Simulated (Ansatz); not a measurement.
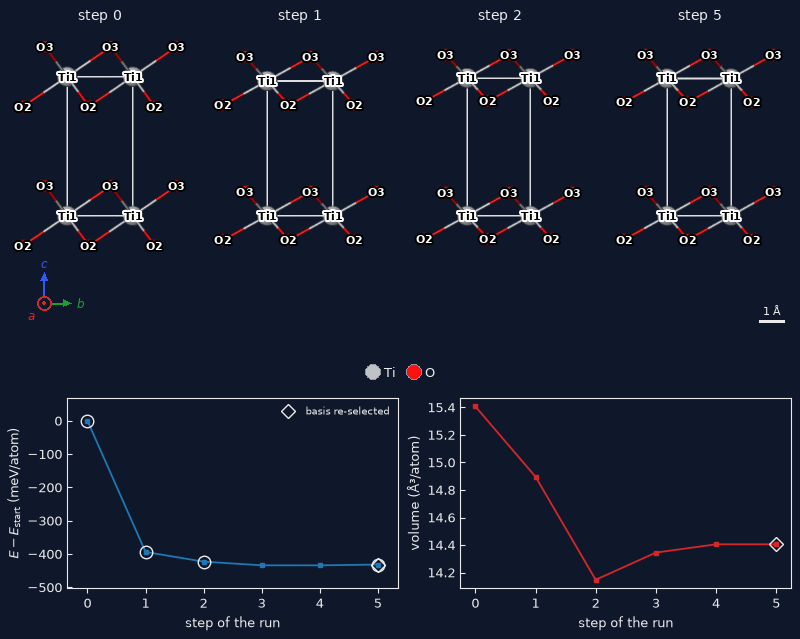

Frames of a relaxation of crystalline TiO$_{2}$ (a generated structure, set up in P-3m1) (coarse preliminary run), marked on the history of the run. A ball-and-stick model of the cell of the calculation, seen along the a axis.

Case: S → O, Zr → Ti on all its sites, cell and atoms relaxed.

Computed with DFT PBE, scalar-relativistic, plane waves, PAW in Ansatz 0.2.0. Set-up: plane-wave cutoff 420 eV; k-point mesh 6 × 6 × 4; occupations gaussian; smearing width 0.1 eV; no spin polarisation; cell and atoms relaxed; force threshold 0.05 eV/Å; at most 60 steps.

Q: What happens along the run?

A: The largest moves relative to the cell, 0.23 Å, are those of O2 and O3. O3 goes along −c. Ti stays in place. Cell: a = b 3.076 → 2.993 Å (−2.7 %), c 5.641 → 5.569 Å (−1.3 %). Volume −6.5 %. Among the contacts that change: Ti1–O2 2.148 → 1.978 Å, Ti1–Ti1 3.076 → 2.993 Å. Among the angles between lasting bonds that change: Ti1–O3–Ti1 91.4° → 98.3°, O2–Ti1–O3 88.6° → 81.7°, O2–Ti1–O2 91.4° → 98.3°. The space group stays P-3m1 (No. 164). Over 4 accepted moves (5 points after the start) the energy falls by 431 meV per atom. Largest force component: 4 eV/Å at the start, 0.0039 eV/Å at the end. The pressure goes from −24.83 to −0.28 GPa. The SCF was repeated once at an unchanged geometry on a basis and grid sized afresh for the cell, which shifted the energy by 2.4 meV per atom at most. The run took 4.4 s on 1 thread of Intel(R) Xeon(R) 6975P-C (Granite Rapids) (shared host), peak memory 0.35 GiB. From step 0 to 1: O atoms move most (0.19 Å), volume −3.3 %, energy −394 meV per atom. From step 1 to 2: O atoms move most (0.06 Å), volume −5.0 %, energy −29.1 meV per atom. From step 2 to 5: O atoms move most (0.03 Å), volume +1.8 %, energy −8.8 meV per atom.

```json
{"step": "0", "E − E(0), meV/atom": "0.00", "largest force component, eV/Å": "4.0286", "pressure, GPa": "-24.83", "volume, Å³/atom": "15.407", "note": ""}
{"step": "1", "E − E(0), meV/atom": "-393.64", "largest force component, eV/Å": "0.9071", "pressure, GPa": "-10.50", "volume, Å³/atom": "14.896", "note": ""}
{"step": "2", "E − E(0), meV/atom": "-422.71", "largest force component, eV/Å": "0.7336", "pressure, GPa": "6.81", "volume, Å³/atom": "14.147", "note": ""}
{"step": "3", "E − E(0), meV/atom": "-433.68", "largest force component, eV/Å": "0.0872", "pressure, GPa": "-0.70", "volume, Å³/atom": "14.345", "note": ""}
{"step": "4", "E − E(0), meV/atom": "-433.84", "largest force component, eV/Å": "0.0041", "pressure, GPa": "0.04", "volume, Å³/atom": "14.405", "note": ""}
{"step": "5", "E − E(0), meV/atom": "-431.46", "largest force component, eV/Å": "0.0039", "pressure, GPa": "-0.28", "volume, Å³/atom": "14.405", "note": "same geometry, new basis"}
```
